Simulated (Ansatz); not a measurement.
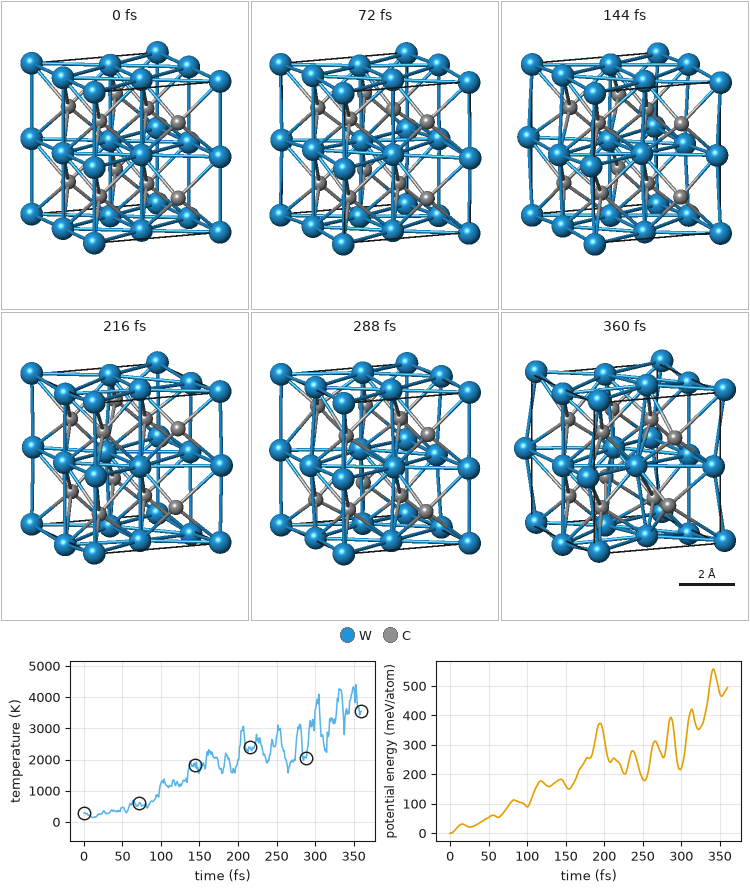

A Born-Oppenheimer molecular dynamics run of a 16-atom cell of WC (set up in P-6m2), 360 fs long. The cell was cut from the crystal with space group P-6m2. Frames and the history of the run. Style: ball-and-stick. Shown: the simulation cell, slightly off an axis. Bonds to atoms that aren't drawn are left out.

Computed with DFT PBE, scalar-relativistic, plane waves, PAW (Ansatz 0.2.0). Set-up: plane-wave cutoff 420 eV; k-point mesh 2 × 2 × 2; Fermi-Dirac smearing 0.36 eV; low-accuracy preset; Langevin thermostat (NVT); set temperature 300 K, then to 4200 K over 360 steps; time step 1 fs; friction 0.02 per fs.

### Describe the run.

The temperature peaks at 4401 K, at 353 fs, and is 3548 K at the end. Root-mean-square distances from the starting positions over the second half, with the common drift of all atoms taken out: C 0.20 Å, W 0.15 Å. The integration has become unstable, so these distances have no physical meaning.

Limits of the set-up: the k-point mesh is coarse for a cell with partly filled bands; the program's low-accuracy preset was used.

Cost: 29 min on 1 thread of Arm Neoverse V2 (shared host), peak memory 0.57 GiB.

PAW datasets: the set soft_1.
